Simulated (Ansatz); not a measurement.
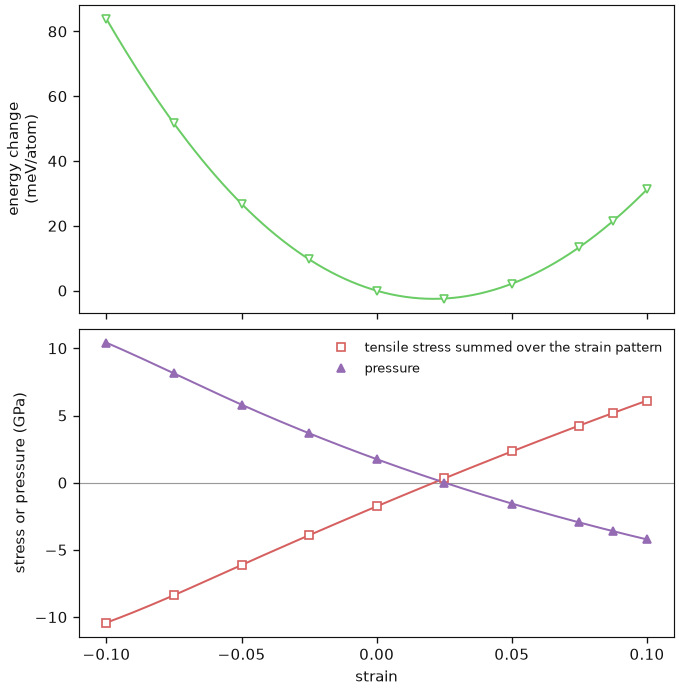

The figure shows the energy change, tensile stress summed over the strain pattern and pressure against strain for MnS, space group F-43m (No. 216).

Starting cell:
```
CELL_PARAMETERS angstrom
0.00000 2.80000 2.80000
2.80000 0.00000 2.80000
2.80000 2.80000 0.00000
ATOMIC_POSITIONS crystal
Mn 0.00000 0.00000 0.00000
S 0.75000 0.75000 0.75000
```

Computed with Ansatz 0.2.0: homogeneous strain of a crystal along one Voigt pattern with engineering shear, fractional coordinates fixed, by plane-wave density functional theory with PAW datasets, free energies less that of the undisturbed cell, pressure positive in compression; scalar-relativistic. Level: r2SCAN, collinear spin.

- wave cutoff: 500 eV
- k mesh: 10×10×10
- occupations: Gaussian
- smearing width: 0.05 eV
- k shift: (0, 0, 0) (mesh steps)
- start: as given
- strain pattern: (0, 1, 0, 0, 0, 0) (xx yy zz yz xz xy with engineering shear)

Is the starting structure at a minimum along this coordinate?

Answer. No: the energy falls towards positive values, so the start isn't a stationary minimum along this path.

At which strain is the energy change least?

Answer. The lowest computed point is at strain 0.0250 (−2.43 meV/atom).

Caveats: gap closes along the scan on a mesh chosen for the insulator; reference crystal is not relaxed; state may not be the lowest.

The computed values:

```csv
strain,energy change (meV/atom),tensile stress summed over the strain pattern (GPa),pressure (GPa)
-0.1000,83.91,-10.4,10.4
-0.0750,51.63,-8.4,8.1
-0.0500,26.83,-6.1,5.8
-0.0250,9.68,-3.9,3.7
0.0000,0.00,-1.8,1.8
0.0250,-2.43,0.3,0.0
0.0500,2.14,2.3,-1.5
0.0750,13.44,4.3,-3.0
0.0875,21.54,5.2,-3.6
0.1000,31.23,6.1,-4.2
```
